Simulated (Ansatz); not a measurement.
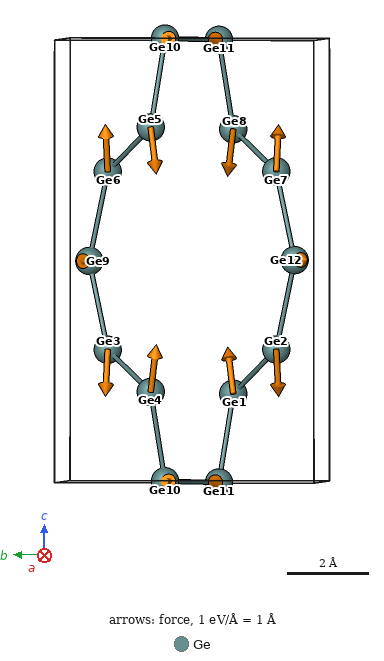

Starting geometry of crystalline Ge (a generated structure, set up in Pnnm) (coarse preliminary run) with the computed forces as orange arrows. Style: ball-and-stick. Shown: the cell of the calculation, from a free direction.

Method: DFT PBE, scalar-relativistic, plane waves, PAW in Ansatz 0.2.0. Set-up: plane-wave cutoff 420 eV; k-point mesh 4 × 4 × 2; occupations gaussian; smearing width 0.1 eV; no spin polarisation; cell and atoms relaxed; force threshold 0.04 eV/Å; at most 70 steps.

### Is this structure relaxed? If not, where do the atoms go?

It isn't relaxed: the largest force vector, on Ge atoms, is 1.26 eV/Å. The final displacements follow the starting forces only in part (cosine between the two patterns 0.73). After 5 accepted moves (7 points after the start) the energy has fallen by 185 meV per atom. Largest force component: 1.2 eV/Å at the start, 0.0089 eV/Å at the end. Pressure: 11.72 GPa at the start and 0.03 GPa at the end. At 2 points the geometry stayed and the basis and grid were re-selected for the new cell (energy shift of 2.6 meV per atom at most each time). The largest moves relative to the cell, 0.16 Å, are those of 8 atoms (Ge1, Ge2, Ge3, Ge4 and others). Ge6 goes along [−3 1 1]. The volume changes by +21.2 %, with a 3.894 → 4.064 Å (+4.4 %), b 6.472 → 7.168 Å (+10.8 %), c 10.991 → 11.525 Å (+4.9 %). Near-neighbour distances that change, for instance: Ge1–Ge11 2.307 → 2.539 Å, Ge1–Ge2 2.391 → 2.506 Å, Ge10–Ge11 2.499 → 2.553 Å, Ge10–Ge11 (another image) 2.467 → 2.512 Å. Bond angles that change, for instance: Ge6–Ge5–Ge8 93.0° → 101.6°, Ge6–Ge5–Ge10 108.3° → 103.6°, Ge2–Ge12–Ge7 147.0° → 143.4°. The space group stays Pnnm (No. 58). Cost: 4.9 min on 1 thread of Arm Neoverse V1, with other jobs on the host, peak memory 0.8 GiB.

Limits of the set-up: the k-point mesh is coarse for a cell with partly filled bands.
